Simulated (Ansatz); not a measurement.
# Al: a changed input and its effect

System: Al (slab, 12 atoms in the cell).
Method of run 1: DFT PBE+D3(BJ), scalar-relativistic, plane waves, PAW, PAW set soft_1, no spin polarisation (Ansatz 0.2.0).

The structure derives from an entry of the Crystallography Open Database. Text and figures count atoms from 1; the logs count them from 0 in places.

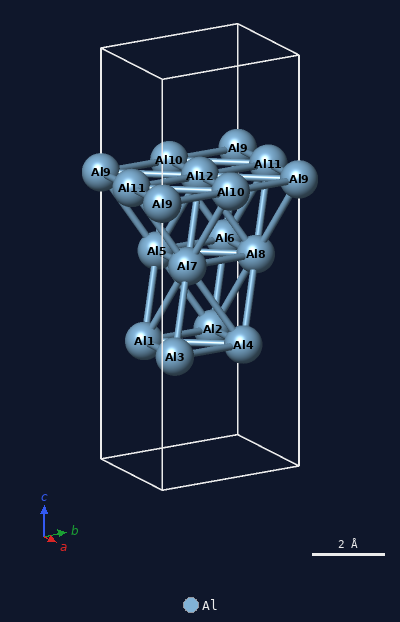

Figure 1. The structure as given in the input (ball-and-stick view of the cell of the calculation, with the vacuum cut short, seen slightly off an axis; atoms are numbered from 1 in the order of the input). An atom can appear more than once, as a periodic image. Near neighbours in the periodic cell (some may lie outside the picture): Al has 9 Al at 2.80 to 2.82 Å; Al has 12 Al at 2.80 to 2.82 Å.

**Input file, run 1**
```yaml
crystal:
  lattice:
    - [5.6314608525, 0.0, 0.0]
    - [-2.8157304263, 4.8769881587, 0.0]
    - [0.0, 0.0, 21.5684292007]
  atoms:
    - { symbol: Al, position: [0.3333333333, 0.1666666667, 0.1854562501] }
    - { symbol: Al, position: [0.3333333333, 0.6666666667, 0.1854562501] }
    - { symbol: Al, position: [0.8333333333, 0.1666666667, 0.1854562501] }
    - { symbol: Al, position: [0.8333333333, 0.6666666667, 0.1854562501] }
    - { symbol: Al, position: [0.1666666667, 0.3333333333, 0.2913950739] }
    - { symbol: Al, position: [0.1666666667, 0.8333333333, 0.2913950739] }
    - { symbol: Al, position: [0.6666666667, 0.3333333333, 0.2913950739] }
    - { symbol: Al, position: [0.6666666667, 0.8333333333, 0.2913950739] }
    - { symbol: Al, position: [0.0, 0.0, 0.3972671872] }
    - { symbol: Al, position: [0.0, 0.5, 0.3972671872] }
    - { symbol: Al, position: [0.5, 0.0, 0.3972671872] }
    - { symbol: Al, position: [0.5, 0.5, 0.3972671872] }
basis:
  ecutwfc: 420
kpoints:
  mp_grid: { grid: [6, 6, 1] }
hamiltonian:
  xc: pbe
  pseudopotentials: { kind: paw, azcp: { folder: soft_1 } }
  dispersion: d3bj
scf:
  occupations: { method: gaussian, width: 0.1 }
output:
  forces: true
  eigenvalues: true
efield:
  axis: 3
  dipole_correction: true
  ramp_width: 0.04
```

Launched with:
```bash
ansatz run input.yaml --threads 1 --pin off --max-ram 3072MiB --backend cpu --events-out ev --progress --plain --runs-dir out
```

Hardware: 1 thread of Intel Xeon @ 2.50GHz (Skylake/Cascade Lake), 16 GiB of memory available, shared host.

**Output, shortened to warnings, some set-up lines, iterations and results (run 1)**
```
Basis set: ecut = 420 eV, 11605 PW (Γ), exchange–correlation on 80×80×300 points (8 copies of the dense FFT grid, shifted against one another)
Symmetry: 24 space group operations
k-points: 7 of 36 (time reversal used)
Initial density: superposition of atomic densities (neutral atoms: chi_scale 0, normalization atom)
[...]
SCF iter   1: F=—  HF=-6452.639440 eV  |F-HF|=—  |Δ(HF+E_count)|=         —  Δρ=1.80e-2  dr2=1.39e1  ethr=3.10e-3  p=0.000 e·Å  D=1.07e-9 V/Å  ΔV_dip=-0.00 eV  …
SCF iter   2: F=—  HF=-6450.404757 eV  |F-HF|=—  |Δ(HF+E_count)|=    2.23e0  Δρ=1.03e-2  dr2=3.33e0  ethr=3.10e-3  p=0.006 e·Å  D=1.72e-3 V/Å  ΔV_dip=-0.04 eV  …
SCF iter   3: F=—  HF=-6450.100600 eV  |F-HF|=—  |Δ(HF+E_count)|=   3.04e-1  Δρ=2.00e-3  dr2=1.54e-1  ethr=3.10e-3  p=0.000 e·Å  D=6.02e-5 V/Å  ΔV_dip=-0.00 eV  …
SCF iter   4: F=—  HF=-6450.082235 eV  |F-HF|=—  |Δ(HF+E_count)|=   1.84e-2  Δρ=3.54e-4  dr2=9.97e-4  ethr=4.27e-4  p=0.001 e·Å  D=3.29e-4 V/Å  ΔV_dip=-0.01 eV  …
SCF iter   5: F=—  HF=-6450.082519 eV  |F-HF|=—  |Δ(HF+E_count)|=   2.84e-4  Δρ=1.20e-4  dr2=3.62e-4  ethr=2.77e-6  p=-0.000 e·Å  D=-1.50e-4 V/Å  ΔV_dip=0.00 eV  …
SCF iter   6: F=—  HF=-6450.082513 eV  |F-HF|=—  |Δ(HF+E_count)|=   6.33e-6  Δρ=2.94e-5  dr2=1.01e-5  ethr=1.01e-6  p=0.000 e·Å  D=1.21e-5 V/Å  ΔV_dip=-0.00 eV  …
SCF iter   7: F=—  HF=-6450.082546 eV  |F-HF|=—  |Δ(HF+E_count)|=   3.28e-5  Δρ=6.77e-6  dr2=1.11e-6  ethr=2.80e-8  p=-0.000 e·Å  D=-9.33e-6 V/Å  ΔV_dip=0.00 eV  …
SCF iter   8: F=-6450.082546 eV  HF=-6450.082546 eV  |F-HF|=1.59e-8  |Δ(HF+E_count)|=   4.80e-7  Δρ=1.23e-6  dr2=4.83e-8  ethr=2.78e-10  p=-0.000 e·Å  D=-2.47e-5 V/Å  …
SCF 1 converged in 8 iterations: F = -6450.082546 eV  dr2 = 4.83e-8
SCF converged after 8 iterations
Free energy (F): -6450.082546 eV
Harris-Foulkes:  -6450.082546 eV  (|F-HF|=1.59e-8)
Internal energy: -6450.048731 eV  (E = F + TS)
E sigma→0 (E₀):  -6450.065639 eV
Entropy (-TS):   -0.033816 eV (-2.818 meV/atom)
Fermi energy:    0.129774 eV
Dipole field:    D = -0.000032 V/Å  (p = -0.000105 e·Å, saw-weighted, corrected)
Work function:   Φ+ = 3.8319 eV   Φ− = 3.8312 eV
Levels:          The Fermi level and band energies are counted from a zero that moves with the ramp; work functions are not
--- Per-component energies (eV) ---
  E_band       = -146.851587
  E_kinetic    = 263.849872
  E_local      = -7080.741845  (includes V_loc(G=0)·N_el)
  E_nonlocal   = 122.544269
  E_hartree    = 3466.551622
  E_xc         = -447.315712
  E_vxc        = -343.177241  (∫ρ·V_xc dr)
  E_paw        = -5633.367412  (= ΣΔE_a)
  E_vpaw       = -42.440002  (= ΣTr[D̂ρ^β])
  E_aug_tail   = -0.000032  (compensation charges beyond the density's cutoff)
  E_efield     = 0.000000  (sawtooth field / dipole correction)
  E_vefield    = 0.000000  (∫n·V_field dr)
  E_ewald      = 2861.287748
  E_disp       = -2.857240  (pairwise vdW)
  E_smearing   = -0.033816  (= −TS)
  E_closure    = 0.000000  (closes the sum)
  Σ components = -6450.082546   (vs F -6450.082546, Δ=0.00e0)
--- Forces (eV/Å), atoms counted from 1 ---
  atom   1  Al     0.00000000    -0.00000000    -0.00772682
  atom   2  Al     0.00000000     0.00000000    -0.00772682
  atom   3  Al     0.00000000    -0.00000000    -0.00772682
  atom   4  Al     0.00000000    -0.00000000    -0.00772682
  atom   5  Al     0.00000000     0.00000000    -0.00465794
  atom   6  Al    -0.00000000     0.00000000    -0.00465794
  atom   7  Al    -0.00000000    -0.00000000    -0.00465794
  atom   8  Al    -0.00000000    -0.00000000    -0.00465794
  atom   9  Al    -0.00000000     0.00000000     0.01238610
  atom  10  Al    -0.00000000     0.00000000     0.01238610
  atom  11  Al    -0.00000000     0.00000000     0.01238610
  atom  12  Al    -0.00000000     0.00000000     0.01238610
  max |Σ_I F_I| component: 5.37e-6 eV/Å
```

The input of run 2 differs as follows (lines with − go, lines with + come):
```diff
-  occupations: { method: gaussian, width: 0.1 }
+  occupations: { method: tetrahedron }
```

Predict how the results change.

The total energy of run 2 is 3.4 meV per atom lower, which comes with the changed settings and measures no stability. The largest force goes from 0.012 to 0.064 eV/Å. The SCF takes 12 iterations against 8.

**Output, shortened to warnings, some set-up lines, iterations and results (run 2)**
```
Warning: output.forces, output.stress, relax.cell or npt_langevin: where a Kohn–Sham band that disperses or a degenerate level is filled in part under the method tetrahedron, the forces or the stress that this run publishes need not agree with its energy (scf.occupations.method in the input reference, under Limitations); prefer a smearing scheme for the forces or the stress
Basis set: ecut = 420 eV, 11605 PW (Γ), exchange–correlation on 80×80×300 points (8 copies of the dense FFT grid, shifted against one another)
Symmetry: 24 space group operations
k-points: 7 of 36 (time reversal used)
Initial density: superposition of atomic densities (neutral atoms: chi_scale 0, normalization atom)
[...]
SCF iter   1: F=—  HF=-6452.665386 eV  |F-HF|=—  |Δ(HF+E_count)|=         —  Δρ=1.83e-2  dr2=1.46e1  ethr=3.10e-3  p=0.000 e·Å  D=1.07e-9 V/Å  ΔV_dip=-0.00 eV  …
SCF iter   2: F=—  HF=-6451.190394 eV  |F-HF|=—  |Δ(HF+E_count)|=    1.47e0  Δρ=1.08e-2  dr2=5.34e0  ethr=3.10e-3  p=0.000 e·Å  D=6.12e-8 V/Å  ΔV_dip=-0.00 eV  …
SCF iter   3: F=—  HF=-6450.157851 eV  |F-HF|=—  |Δ(HF+E_count)|=    1.03e0  Δρ=3.39e-3  dr2=2.14e-1  ethr=3.10e-3  p=0.008 e·Å  D=2.46e-3 V/Å  ΔV_dip=-0.05 eV  …
SCF iter   4: F=—  HF=-6450.283180 eV  |F-HF|=—  |Δ(HF+E_count)|=   1.25e-1  Δρ=4.19e-3  dr2=3.79e0  ethr=5.95e-4  p=-0.109 e·Å  D=-3.32e-2 V/Å  ΔV_dip=0.72 eV  …
SCF iter   5: F=—  HF=-6450.117057 eV  |F-HF|=—  |Δ(HF+E_count)|=   1.66e-1  Δρ=1.44e-3  dr2=1.50e-1  ethr=5.95e-4  p=0.021 e·Å  D=6.45e-3 V/Å  ΔV_dip=-0.14 eV  …
SCF iter   6: F=—  HF=-6450.107677 eV  |F-HF|=—  |Δ(HF+E_count)|=   9.38e-3  Δρ=5.01e-4  dr2=5.06e-3  ethr=4.16e-4  p=-0.002 e·Å  D=-7.09e-4 V/Å  ΔV_dip=0.02 eV  …
SCF iter   7: F=—  HF=-6450.106494 eV  |F-HF|=—  |Δ(HF+E_count)|=   1.18e-3  Δρ=1.11e-4  dr2=3.98e-4  ethr=1.41e-5  p=-0.000 e·Å  D=-4.71e-5 V/Å  ΔV_dip=0.00 eV  …
SCF iter   8: F=—  HF=-6450.106321 eV  |F-HF|=—  |Δ(HF+E_count)|=   1.73e-4  Δρ=6.07e-5  dr2=7.03e-5  ethr=1.11e-6  p=-0.001 e·Å  D=-2.09e-4 V/Å  ΔV_dip=0.00 eV  …
SCF iter   9: F=—  HF=-6450.106307 eV  |F-HF|=—  |Δ(HF+E_count)|=   1.41e-5  Δρ=1.65e-5  dr2=9.64e-6  ethr=1.95e-7  p=0.000 e·Å  D=4.52e-5 V/Å  ΔV_dip=-0.00 eV  …
SCF iter  10: F=—  HF=-6450.106336 eV  |F-HF|=—  |Δ(HF+E_count)|=   2.97e-5  Δρ=6.01e-6  dr2=9.22e-7  ethr=2.68e-8  p=-0.000 e·Å  D=-3.87e-5 V/Å  ΔV_dip=0.00 eV  …
SCF iter  11: F=—  HF=-6450.106323 eV  |F-HF|=—  |Δ(HF+E_count)|=   1.29e-5  Δρ=2.19e-6  dr2=3.14e-7  ethr=2.56e-9  p=-0.000 e·Å  D=-1.48e-5 V/Å  ΔV_dip=0.00 eV  …
SCF iter  12: F=-6450.106327 eV  HF=-6450.106327 eV  |F-HF|=3.05e-8  |Δ(HF+E_count)|=   3.50e-6  Δρ=8.18e-7  dr2=3.26e-8  ethr=2.78e-10  p=-0.000 e·Å  D=-1.98e-5 V/Å  …
SCF 1 converged in 12 iterations: F = -6450.106327 eV  dr2 = 3.26e-8
SCF converged after 12 iterations
Stability not checked: this state was not tested for a lower state beside it, because cold or Methfessel-Paxton smearing, or corrected tetrahedra, fill the levels in a way that the test cannot read (fill_not_monotonic; see scf.lower_state_search)
Free energy (F): -6450.106327 eV
Harris-Foulkes:  -6450.106327 eV  (|F-HF|=3.05e-8)
Internal energy: -6450.105980 eV  (E = F + TS)
E sigma→0 (E₀):  -6450.106327 eV
Entropy (-TS):   -0.000347 eV (-0.029 meV/atom)
Fermi energy:    0.054186 eV
Dipole field:    D = -0.000048 V/Å  (p = -0.000156 e·Å, saw-weighted, corrected)
Work function:   Φ+ = 3.9116 eV   Φ− = 3.9106 eV
Levels:          The Fermi level and band energies are counted from a zero that moves with the ramp; work functions are not
--- Per-component energies (eV) ---
  E_band       = -147.307558
  E_kinetic    = 263.883693
  E_local      = -7080.356101  (includes V_loc(G=0)·N_el)
  E_nonlocal   = 122.477589
  E_hartree    = 3466.160265
  E_xc         = -447.334133
  E_vxc        = -343.207793  (∫ρ·V_xc dr)
  E_paw        = -5633.367769  (= ΣΔE_a)
  E_vpaw       = -42.435138  (= ΣTr[D̂ρ^β])
  E_aug_tail   = -0.000032  (compensation charges beyond the density's cutoff)
  E_efield     = 0.000000  (sawtooth field / dipole correction)
  E_vefield    = 0.000000  (∫n·V_field dr)
  E_ewald      = 2861.287748
  E_disp       = -2.857240  (pairwise vdW)
  E_smearing   = -0.000347  (= −TS)
  E_closure    = 0.000000  (closes the sum)
  Σ components = -6450.106327   (vs F -6450.106327, Δ=0.00e0)
--- Forces (eV/Å), atoms counted from 1 ---
  atom   1  Al     0.00000000    -0.00000000    -0.05844168
  atom   2  Al    -0.00000000    -0.00000000    -0.05844168
  atom   3  Al    -0.00000000    -0.00000000    -0.05844168
  atom   4  Al     0.00000000    -0.00000000    -0.05844168
  atom   5  Al    -0.00000000     0.00000000    -0.00506688
  atom   6  Al    -0.00000000     0.00000000    -0.00506688
  atom   7  Al    -0.00000000     0.00000000    -0.00506688
  atom   8  Al     0.00000000     0.00000000    -0.00506688
  atom   9  Al    -0.00000000     0.00000000     0.06351385
  atom  10  Al    -0.00000000     0.00000000     0.06351385
  atom  11  Al    -0.00000000     0.00000000     0.06351385
  atom  12  Al    -0.00000000     0.00000000     0.06351385
  max |Σ_I F_I| component: 2.11e-5 eV/Å
```

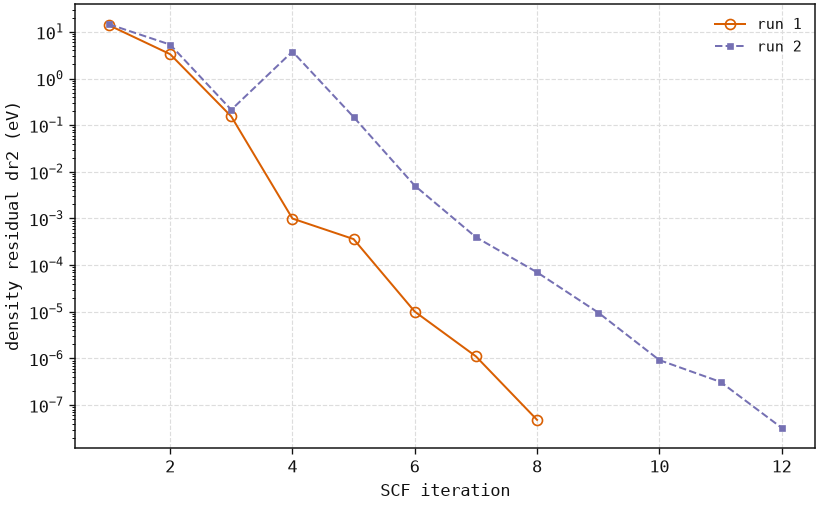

Figure 2. Convergence of the two runs: density residual dr2 against the SCF iteration. Run 1 takes 8 iterations in all, and run 2 takes 12.

**The two runs side by side**

| quantity | run 1 | run 2 |
| --- | --- | --- |
| outcome | converged | converged |
| free energy per atom (eV) | −537.5069 | −537.5089 |
| energy per atom, smearing taken to zero (eV) | −537.5055 | −537.5089 |
| gap on the mesh (eV) | 0.00 | 0.00 |
| work function (eV) | 3.83 | – |
| largest force (eV/Å) | 0.012 | 0.064 |
| SCF iterations | 8 | 12 |
| irreducible k-points | 7 | 7 |
| plane waves at Γ | 11605 | 11605 |
| wall time (shared host) | 9.8 s | 11 s |

For run 2: Warnings: forces and stress from tetrahedron occupations may miss the slope of the energy.
